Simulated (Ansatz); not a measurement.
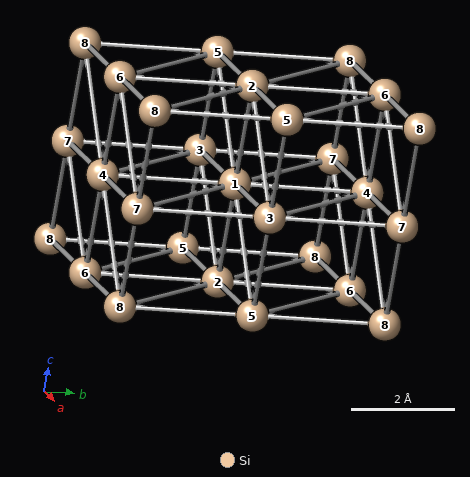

Fig. 1: The structure (ball-and-stick view of the cell of the calculation, seen slightly off an axis; atoms are numbered from 1 in the order of the input). An atom can appear more than once, as a periodic image. Near neighbours in the periodic cell (some may lie outside the picture): Si has 10 Si at 2.61 to 2.66 Å.

**Si: single-point calculation**

The run: single-point calculation of Si (8 atoms in the cell). Method and program: DFT LDA, scalar-relativistic, plane waves, PAW, no spin polarisation (Ansatz 0.2.0).

The structure derives from a Materials Project entry. It belongs to a series of runs on one base structure; here: the relaxed cell repeated 8 times. Figures and captions count atoms from 1; the log counts them from 0 in places.

## The program's output
```
Engine: ansatz 0.2.0, aarch64-unknown-linux-gnu
Pseudopotentials: kind: paw
Pseudopotential: Si, paw, valence charge 4, recommended cutoff 420 eV (normal), Si.paw.azcp
Functional definition: SPW92
  exchange = slater_x
  correlation = pw_c
Crystal: 8 atoms, lattice volume = 111.708 Å³
Basis set: ecut = 420 eV, 2161 PW (Γ)
Bands: 24, of which v1, the nominal top of the filled ones, is band 16 counted from 1 (15 counted from 0)
Symmetry: 128 space group operations
Space group: I4/mmm (ITA 139), of the structure as read, at distance tolerance 4.8e-5 Å
k-points: 244 of 2744
Non-local potential: Si, projectors of the file, l = 0: 2, l = 1: 2, l = 2: 2
PAW form: soft (Blöchl's): semilocal exchange-correlation on the pseudo side does not see the compensation charge
PAW frozen core: Si, regenerated for the run's functional, and the local potential with it (the file was generated under x = pbe(κ = 0.804, μ = 0.2195149727645171), c = pbe(β = 0.06672455060314922))
PAW one-centre angular grid: Si, 110 points (default); XC on 64 Gauss nodes
Initial density: superposition of atomic densities (neutral atoms: chi_scale 0, normalization atom), corrected by the library's trained network
Initial wavefunctions: pseudopotential atomic-orbital guess
Functional: x = slater, c = lda
SCF iter   1: F=—  HF=-4866.051398 eV  |F-HF|=—  |Δ(HF+E_count)|=         —  Δρ=4.06e-3  dr2=1.41e-2  ethr=1.77e-3  ⟨swp⟩=7.2  Hψ=32230  notcnv=0  defer=1
preconditioner: auto → Kerker (q_TF=auto, 2.215 Å⁻¹)  [metal: Δε(μ)=0.007 eV  Ē_g=8.171 eV  σ=0.150 eV  W_gap=0.03  n_scr=16 (ndim 8)  ℏωp=19.9 eV  f_vac=0.000  D(μ)=3.51/eV (n_scr^D=16)]
SCF iter   2: F=—  HF=-4866.047618 eV  |F-HF|=—  |Δ(HF+E_count)|=   3.78e-3  Δρ=2.33e-3  dr2=4.92e-3  ethr=4.42e-5  ⟨swp⟩=1.4  Hψ=8319  notcnv=0  defer=3
SCF iter   3: F=—  HF=-4866.045423 eV  |F-HF|=—  |Δ(HF+E_count)|=   2.19e-3  Δρ=1.95e-4  dr2=4.37e-5  ethr=1.54e-5  ⟨swp⟩=2.1  Hψ=9370  notcnv=0  defer=3
SCF iter   4: F=—  HF=-4866.045411 eV  |F-HF|=—  |Δ(HF+E_count)|=   1.23e-5  Δρ=3.85e-5  dr2=8.35e-7  ethr=1.36e-7  ⟨swp⟩=2.0  Hψ=9079  notcnv=0  defer=3
iter 5 did not close the SCF: its close was put off for the readings that it lacked (scf_convergence_deferred on its scf_iter line)
SCF iter   5: F=-4866.045411 eV  HF=-4866.045411 eV  |F-HF|=6.64e-11  |Δ(HF+E_count)|=   1.69e-7  Δρ=3.40e-6  dr2=7.77e-9  ethr=2.61e-9  ⟨swp⟩=2.5  Hψ=9528  notcnv=0  defer=3
SCF iter   6: F=-4866.045411 eV  HF=-4866.045411 eV  |F-HF|=7.28e-12  |Δ(HF+E_count)|=  5.15e-10  Δρ=2.89e-7  dr2=6.45e-11  ethr=2.43e-11  ⟨swp⟩=9.7  Hψ=34734  notcnv=0
SCF 1 converged in 6 iterations: F = -4866.045411 eV  dr2 = 6.45e-11
  greatest PAW one-centre occupation: 0.677 electrons in one spin orbital (limit 2), on the Si atom at site 7 (counted from 0), in its partial waves of l = 0
```

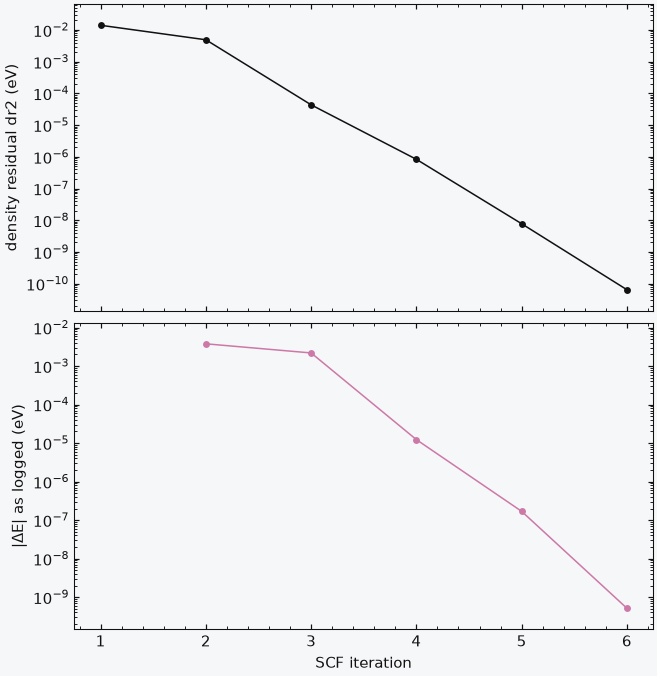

Fig. 2: Convergence of the self-consistent field: density residual dr2 and size of the energy change against the SCF iteration. The residual falls at every step.

```
SCF converged after 6 iterations
Free energy (F): -4866.045411 eV
Harris-Foulkes:  -4866.045411 eV  (|F-HF|=7.28e-12)
Internal energy: -4866.005965 eV  (E = F + TS)
E sigma→0 (E₀):  -4866.025688 eV
Entropy (-TS):   -0.039446 eV (-4.931 meV/atom)
Fermi energy:    10.950083 eV
--- Per-component energies (eV) ---
  E_band       = 164.772326
  E_kinetic    = 337.385982
  E_local      = 16.256608  (includes V_loc(G=0)·N_el)
  E_nonlocal   = 211.954985
  E_hartree    = 4.330068
  E_xc         = -449.031585
  E_vxc        = -390.524201  (∫ρ·V_xc dr)
  E_paw        = -3884.693201  (= ΣΔE_a)
  E_vpaw       = -18.961218  (= ΣTr[D̂ρ^β])
  E_aug_tail   = 0.000050  (compensation charges beyond the density's cutoff)
  E_ewald      = -1102.883519
  E_core_change = 0.674646  (= ΣΔE_core)
  E_smearing   = -0.039446  (= −TS)
  E_closure    = 0.000000  (closes the sum)
  Σ components = -4866.045411   (vs F -4866.045411, Δ=0.00e0)
--- Forces (eV/Å), atoms counted from 1 ---
  atom   1  Si    -0.00000000    -0.00000000    -0.00000000
  atom   2  Si     0.00000000     0.00000000    -0.00000000
  atom   3  Si    -0.00000000    -0.00000000    -0.00000000
  atom   4  Si    -0.00000000    -0.00000000    -0.00000000
  atom   5  Si     0.00000000    -0.00000000     0.00000000
  atom   6  Si    -0.00000000     0.00000000    -0.00000000
  atom   7  Si    -0.00000000    -0.00000000    -0.00000000
  atom   8  Si    -0.00000000    -0.00000000     0.00000000
  max |Σ_I F_I| component: 1.27e-30 eV/Å
--- Stress (GPa, compression-positive) ---
       -0.160923       0.000000       0.000000
        0.000000      -0.160923       0.000000
        0.000000      -0.000000       0.251299
  P = ⅓ Tr σ = -0.0235 GPa (-0.235 kbar)
--- Band table (eV; the first three rows and the last of 244) ---
  k-point 0: bands = ["-3.7498", "2.2991", "2.2991", "3.5549", "3.5549", "4.5748", "4.5748", "4.5748", "4.5748", "4.9824", "4.9824", "4.9824", "4.9824", "8.4390", "8.4390", "9.1799", "12.1125", "15.5636", "15.6881", "15.6881", "15.6881", "15.6881", "17.2261", "17.2261"]
  k-point 1: bands = ["-3.7154", "1.8325", "2.3332", "3.5869", "4.0834", "4.3069", "4.3069", "4.3069", "4.3069", "5.3141", "5.3141", "5.3141", "5.3141", "7.8629", "8.2480", "9.8127", "12.3693", "15.4016", "15.4016", "15.4016", "15.4016", "15.5928", "16.5702", "16.5702"]
  k-point 2: bands = ["-3.6123", "1.0811", "2.4354", "3.6829", "3.9638", "3.9638", "3.9638", "3.9638", "5.0203", "5.8484", "5.8484", "5.8484", "5.8484", "7.0832", "7.7878", "10.7624", "13.0270", "14.5854", "14.5854", "14.5854", "14.5854", "15.6803", "16.2191", "16.2191"]
  k-point 243: bands = ["-0.9742", "-0.9742", "-0.5015", "-0.5015", "4.8577", "4.8577", "5.3169", "5.3169", "6.3257", "6.3257", "6.7594", "6.7594", "9.3221", "9.3221", "9.7672", "9.7672", "11.5069", "11.5069", "12.8128", "12.8128", "14.7154", "14.7154", "15.1310", "15.1310"]
```

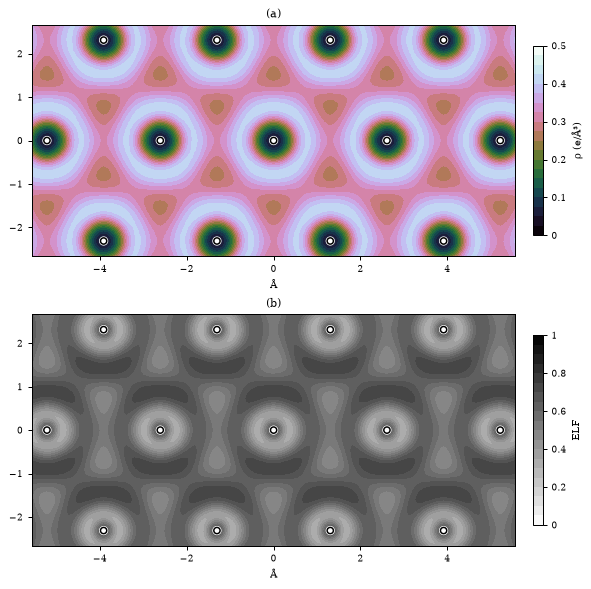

Fig. 3: (a) valence charge density (pseudo); (b) ELF on the (001) plane of the calculation cell. Circles mark the nuclei in the plane (Si). Atoms in the plane: Si. Si–Si (2.61 Å): the density is about 0.32 e/Å³ at the midpoint; the ELF peaks at about 0.65 between the atoms. Away from the nuclei the density in this plane falls to 0.27 e/Å³ at its lowest. In a PAW calculation such maps are meaningful between the atoms, not at the nuclei.

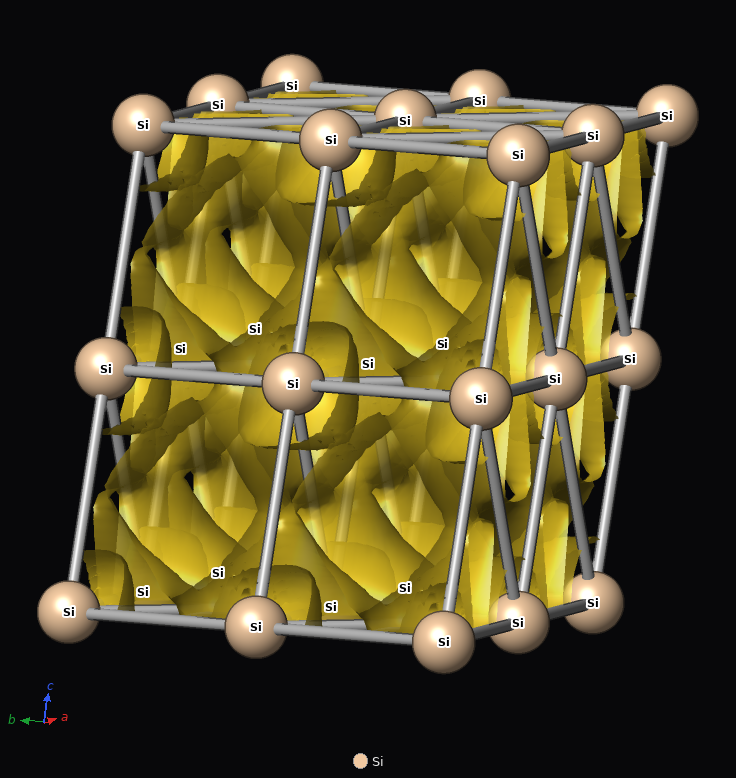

Fig. 4: Isosurface of the ELF at 0.6 (yellow), seen at an oblique angle. Only the valence region is drawn (cores and ρ < 0.01 e/Å³ removed). Sticks mark near contacts. The outline is the calculation cell. Along the contacts the grid gives the following. Si–Si (2.61 Å): the ELF peaks at about 0.65 between the atoms.

This output came from the following input.

## Input
```yaml
crystal:
  lattice:
    - [0.0, 0.0, -5.2192491593]
    - [-3.2713258818, -3.2713258818, -2.6096245796]
    - [-3.2713258818, 3.2713258818, -2.6096245796]
  atoms:
    - { symbol: Si, position: [0.5, 0.5, 0.5] }
    - { symbol: Si, position: [0.5, 0.5, 0.0] }
    - { symbol: Si, position: [0.0, 0.5, 0.5] }
    - { symbol: Si, position: [0.5, 0.0, 0.5] }
    - { symbol: Si, position: [0.0, 0.5, 0.0] }
    - { symbol: Si, position: [0.5, 0.0, 0.0] }
    - { symbol: Si, position: [0.0, 0.0, 0.5] }
    - { symbol: Si, position: [0.0, 0.0, 0.0] }
basis:
  ecutwfc: 420
kpoints:
  mp_grid: { grid: [14, 14, 14] }
hamiltonian:
  xc: lda
scf:
  occupations: { method: gaussian, width: 0.15 }
output:
  forces: true
  stress: true
  eigenvalues: true
  write_density: true
  write_potential: true
  elf: true
  volumetric_format: npy
```

Run as:
```bash
ansatz run input.yaml --threads 2 --pin off --max-ram 5120MiB --backend cpu --events-out ev --progress --plain --runs-dir out
```

## Results in brief

- outcome: converged
- space group (tolerance 0.01 Å): I4/mmm (139)
- electrons treated: 32
- free energy: −4866.0454 eV
- Fermi energy: 10.950 eV
- gap on the k-point mesh: none (metallic)
- pressure: −0.02 GPa
- largest force (length of the vector): under 0.001 eV/Å
- hardware: 2 threads of Arm Neoverse V2, 24 GiB of memory available, shared host
- wall time: 19 s (CPU time 37 s)
- peak memory: 0.69 GiB
